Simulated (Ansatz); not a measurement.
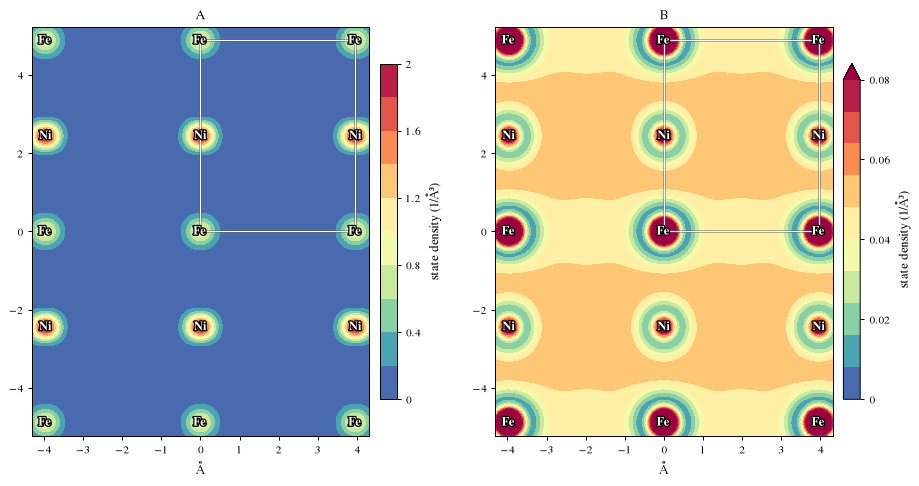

FeNi: densities of the states in two energy windows, on the (101) plane of the conventional cell.

Space group Cmmm; the calculation finds a residual pressure of about −15 GPa at this fixed cell; spin-polarised. Net moment 3.2 μB in the 2-atom cell of the calculation; other magnetic orders weren't tried. The cell comes from a database of computed structures, not from a measurement.

Level of theory: DFT LDA, scalar-relativistic, plane waves, PAW (Ansatz 0.2.0).

In a PAW calculation such maps are meaningful between the atoms, not at the nuclei.

**Match the panels to the energy ranges (zero at the Fermi level): −9.0 to −6.0 eV and −1.2 to 0.0 eV.**

Panel A: −1.2 to 0.0 eV, the filled states just under the Fermi level, mainly Ni 3d (55 %) and Fe 3d (40 %).
Panel B: −9.0 to −6.0 eV, the lower third of the occupied valence band, mainly Ni 4s (50 %) and Fe 4s (45 %).
The characters are Löwdin shares on a minimal set of atomic orbitals.
